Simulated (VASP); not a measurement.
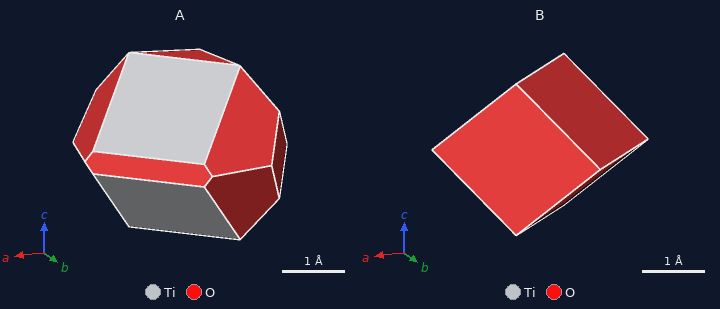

Computed Voronoi cells of the 2 sites of this structure, drawn to one scale and in one orientation; each face has the colour of the neighbour behind it.

TiO2, space group P4_2/mnm (No. 136), a = 4.600 Å, b = 4.600 Å, c = 2.959 Å, α = 90.00°, β = 90.00°, γ = 90.00°

```csv
site,Wyckoff,x,y,z
Ti,2b,0.0000,0.0000,0.5000
O,4g,0.3043,0.3043,0.5000
```

Origin: a cell listed in the Materials Project, as set up for an electronic-structure calculation.

Which cell belongs to which site?

A is O (16 faces above 1 % of the solid angle, 11.8 Å³, facing O 50 %, Ti 50 %); B is Ti (6 faces above 1 % of the solid angle, 7.6 Å³, facing only O).
